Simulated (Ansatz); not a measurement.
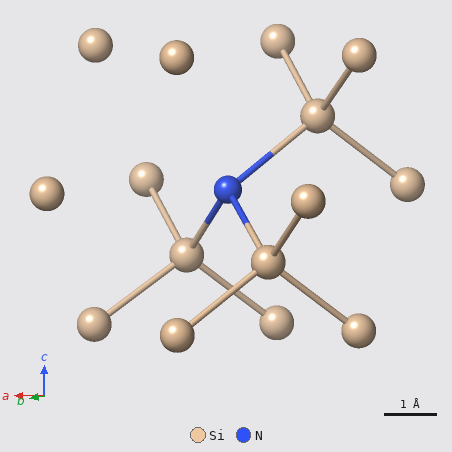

This is the input geometry for a relaxation of a defect cell of composition Si62N (cell charge +1). The picture is a ball-and-stick view of the atoms within 4.2 Å of the atom that moves most (axes of the cell of the calculation (origin shifted)), seen from a free direction.

All numbers below come from DFT, PBEsol, PAW, plane waves (Ansatz).

Set-up: plane-wave cutoff 420 eV; k-point mesh 1 × 1 × 1; mesh shifted by (0.25, 0.25, 0.25); collinear spin; atoms relaxed in a fixed cell; force threshold 0.03 eV/Å; at most 80 steps.

```
Si N
1.0
    10.86558    0.00000    0.00000
     0.00000   10.86558    0.00000
     0.00000    0.00000   10.86558
Si N
62 1
Direct
  0.99821 0.00074 0.99933
  0.99880 0.99906 0.49904
  0.00044 0.49880 0.99898
  0.99864 0.50050 0.49895
  0.49720 0.00006 0.99931
  0.49801 0.99906 0.50044
  0.50250 0.50298 0.99892
  0.12497 0.12801 0.12539
  0.12639 0.12662 0.62451
  0.12599 0.62570 0.12380
  0.12787 0.62409 0.62365
  0.62848 0.12328 0.12729
  0.62507 0.12537 0.62603
  0.62238 0.62722 0.12260
  0.24916 0.24619 0.00249
  0.25083 0.25044 0.50033
  0.25147 0.75003 0.99859
  0.25041 0.75037 0.49828
  0.74991 0.25208 0.99863
  0.74853 0.25150 0.49907
  0.74940 0.74950 0.99931
  0.74955 0.74810 0.50112
  0.37462 0.37597 0.12531
  0.37534 0.37375 0.62724
  0.37241 0.87636 0.12172
  0.37589 0.87555 0.62265
  0.87596 0.37819 0.12479
  0.87532 0.37102 0.62090
  0.87481 0.87503 0.12838
  0.87745 0.87815 0.62751
  0.25066 0.99835 0.25094
  0.25353 0.00016 0.74884
  0.24977 0.49814 0.25283
  0.24703 0.50257 0.74553
  0.75055 0.99918 0.24999
  0.74791 0.00045 0.75134
  0.75285 0.50222 0.25403
  0.75139 0.49979 0.75258
  0.37516 0.12453 0.37206
  0.37455 0.12744 0.87512
  0.37480 0.62381 0.37992
  0.37629 0.61966 0.87613
  0.87633 0.12402 0.37340
  0.87489 0.12348 0.87641
  0.87379 0.62513 0.37317
  0.87444 0.62470 0.87569
  0.99765 0.25028 0.25018
  0.00035 0.25242 0.74824
  0.00191 0.74729 0.24781
  0.99882 0.74873 0.75272
  0.50089 0.24869 0.24799
  0.49792 0.25127 0.75137
  0.50056 0.74925 0.25359
  0.50166 0.74917 0.74976
  0.12711 0.37369 0.37574
  0.12572 0.37543 0.87431
  0.12562 0.87598 0.37233
  0.12437 0.87469 0.87310
  0.62347 0.37815 0.37364
  0.62887 0.37548 0.87322
  0.62501 0.87565 0.37582
  0.62390 0.87091 0.87609
  0.49773 0.50241 0.50016
```

What does the optimiser find from here?

The largest move is that of N63, 0.57 Å along [−1 −1 −1]. Largest moves by element: N 0.57 Å, Si 0.43 Å. The lattice vectors keep their values. Near-neighbour distances that change, for instance: Si24–N63 2.373 → 1.832 Å, Si59–N63 2.362 → 1.832 Å, Si41–N63 2.287 → 1.833 Å, Si18–Si41 2.318 → 2.428 Å. Bond angles that change, for instance: Si34–Si24–Si52 111.3° → 98.8°, Si53–Si41–N63 109.0° → 120.7°, Si18–Si41–Si53 108.5° → 98.8°. Over 5 geometry steps the energy falls by 3.513 eV per cell of the calculation. The largest force component goes from 2 to 0.02 eV/Å. The program noted that the starting moments weren't kept.

After the run, drawn alike:

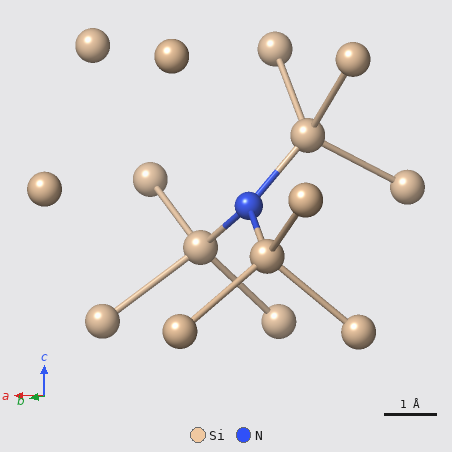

Limits of the set-up: the cell is charged, on a uniform background, and energies carry no finite-size correction.
